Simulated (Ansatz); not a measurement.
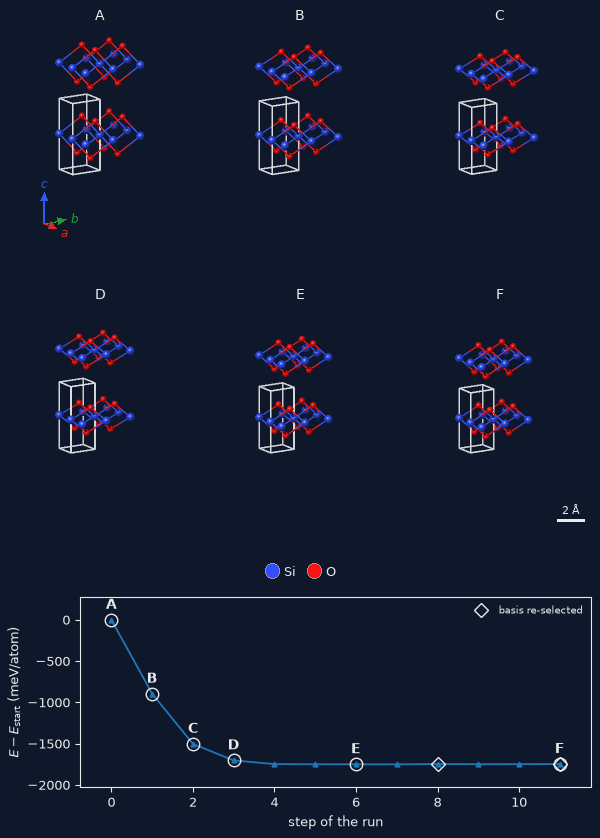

Frames of a relaxation of solid SiO₂ (a generated structure, set up in P-3m1) (coarse preliminary run), marked on the history of the run. A ball-and-stick model of the cell of the calculation, repeated 2 × 2 × 2 with one cell outlined, seen slightly off an axis.

All numbers below come from Ansatz, DFT PBE+D3(BJ), scalar-relativistic, plane waves, PAW. Set-up: plane-wave cutoff 420 eV; k-point mesh 6 × 6 × 4; occupations gaussian; smearing width 0.1 eV; no spin polarisation; cell and atoms relaxed; force threshold 0.04 eV/Å; at most 70 steps.

**Describe the path.**

The largest moves relative to the cell, 0.18 Å, are those of O atoms. Si stays in place. The drawn cell changes as follows: a = b 3.158 → 2.687 Å (−14.9 %), c 5.463 → 4.617 Å (−15.5 %); the volume changes by −38.8 %. Near-neighbour distances that change, for instance: Si–Si 3.158 → 2.687 Å, O–Si 2.240 → 1.801 Å. Among the angles between lasting bonds that change: O–Si–O 90.3° → 83.6°, Si–O–Si 89.7° → 96.4°, O–Si–O 89.7° → 96.4°. The space group stays P-3m1 (No. 164). The energy falls by 1746 meV per atom in 9 accepted moves (11 points after the start). Largest force component: 4.7 eV/Å at the start, 0.0034 eV/Å at the end. The pressure goes from −36.11 to −0.11 GPa. At 2 points the geometry stayed and the basis and grid were re-selected for the new cell (energy shift of 3.8 meV per atom at most each time). Cost: 8.9 s on 1 thread of Intel(R) Xeon(R) Platinum 8488C (Sapphire Rapids) (shared host), peak memory 0.35 GiB. From step 0 to 1: O atoms move most (0.19 Å), volume −8.9 %, energy −895 meV per atom. From step 1 to 2: O atoms move most (0.13 Å), volume −11.8 %, energy −607 meV per atom. From step 2 to 3: O atoms move most (0.04 Å), volume −10.8 %, energy −200 meV per atom. From step 3 to 6: O atoms move most (0.11 Å), volume −11.8 %, energy −46.8 meV per atom. From step 6 to 11: O atoms move most (0.03 Å), volume −3.2 %, energy +2.7 meV per atom.

```
step  E − E(0), meV/atom  largest force component, eV/Å  pressure, GPa  volume, Å³/atom                      note
   0                0.00                         4.7125         -36.11           15.727                          
   1             -894.88                         3.3936         -38.39           14.327                          
   2            -1501.81                         1.0488         -25.75           12.631                          
   3            -1702.06                         0.8713          -4.76           11.265                          
   4            -1746.46                         0.3283           2.94           10.023                          
   5            -1748.37                         0.0417          -0.57           10.011                          
   6            -1748.91                         0.0208          -0.12            9.935                          
   7            -1749.50                         0.0046           0.12            9.836                          
   8            -1745.68                         0.0011          -0.69            9.836  same geometry, new basis
   9            -1747.53                         0.0247           0.53            9.504                          
  10            -1747.27                         0.0017           0.06            9.620                          
  11            -1746.22                         0.0034          -0.11            9.620  same geometry, new basis
```
